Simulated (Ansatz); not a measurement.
Consider this structure.

```yaml
crystal:
  lattice:
    - [5.49104, 0.00000, 0.00000]
    - [0.00000, 5.97287, 0.00000]
    - [0.00000, 0.00000, 3.91200]
  atoms:
    - { symbol: Pt, position: [0.50000, 0.50000, 0.50000] }
    - { symbol: Pt, position: [0.00000, 0.00000, 0.00000] }
    - { symbol: Se, position: [0.26676, 0.87685, 0.50000] }
    - { symbol: Se, position: [0.76676, 0.62315, 0.00000] }
    - { symbol: Se, position: [0.73324, 0.12315, 0.50000] }
    - { symbol: Se, position: [0.23324, 0.37685, 0.00000] }
```

> Before looking at a picture, describe the arrangement of atoms.

The structure is one of PtSe$_{2}$. The structure has Pnnm (No. 58) symmetry and a primitive orthorhombic lattice. The cell holds 6 atoms (2 Pt, 4 Se), Z = 2. Around each Pt lie six Se in a distorted octahedral arrangement at 2.55 to 2.59 Å. Se bonds to three Pt at 2.55 to 2.59 Å. The bonds build a three-dimensional framework.

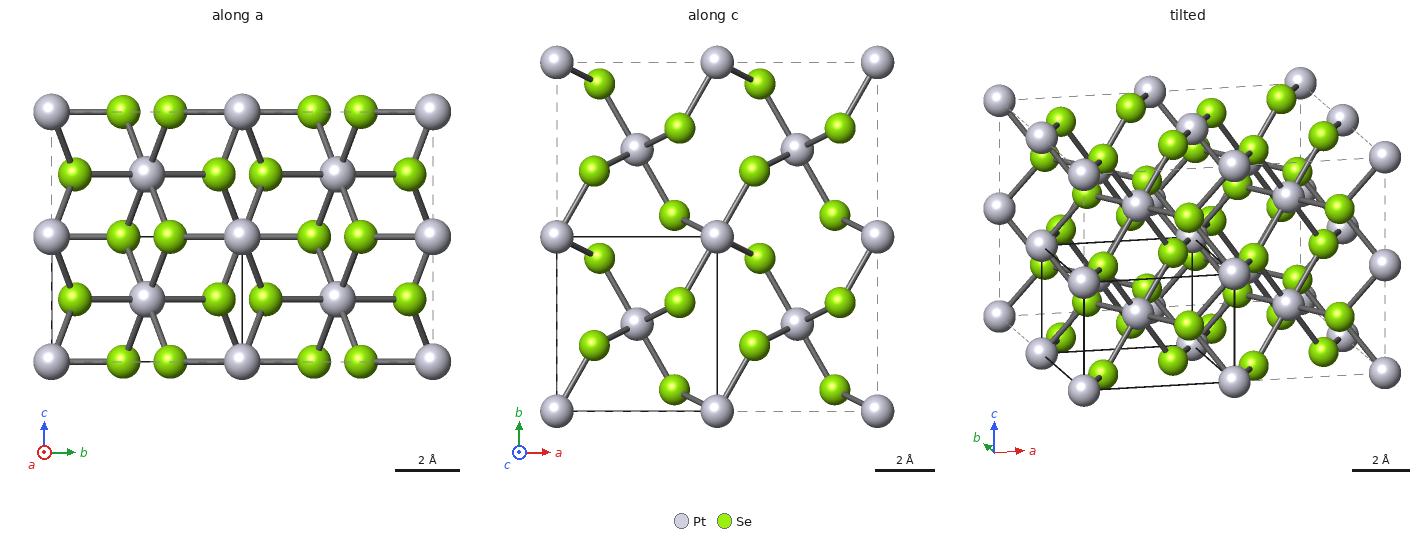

Ball-and-stick representation of a periodic structure, projected along the a axis, along the c axis and slightly off an axis. The picture spans 2×2×2 cells, one conventional unit cell being drawn with solid lines.

The cell started as a textbook structure type filled with these elements (whether it is the usual form wasn't checked). The final geometry of a relaxation with Ansatz, DFT PBE, scalar-relativistic, plane waves, PAW is shown.
